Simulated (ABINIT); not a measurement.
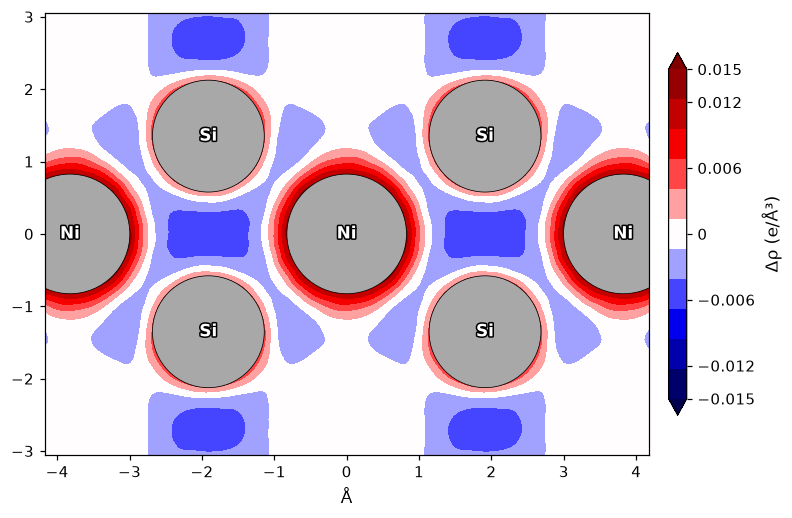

Si₂Ni. Difference of the valence pseudo-densities of two functionals at the same geometry, on the (101̄) plane of the calculation cell: LDA less PBE.

Both computed with ABINIT (plane waves, PAW), on the same k-point mesh. Grey discs cover the atomic cores.

```yaml
crystal:
  lattice:
    - [0.00000, 2.70300, 2.70300]
    - [2.70300, 0.00000, 2.70300]
    - [2.70300, 2.70300, 0.00000]
  atoms:
    - { symbol: Ni, position: [0.00000, 0.00000, 0.00000] }
    - { symbol: Si, position: [0.75000, 0.75000, 0.75000] }
    - { symbol: Si, position: [0.25000, 0.25000, 0.25000] }
```

What does the difference map show?

Against PBE, LDA gives more density around Ni (+0.006 e/Å³ on average at 1.0 Å from the nucleus).
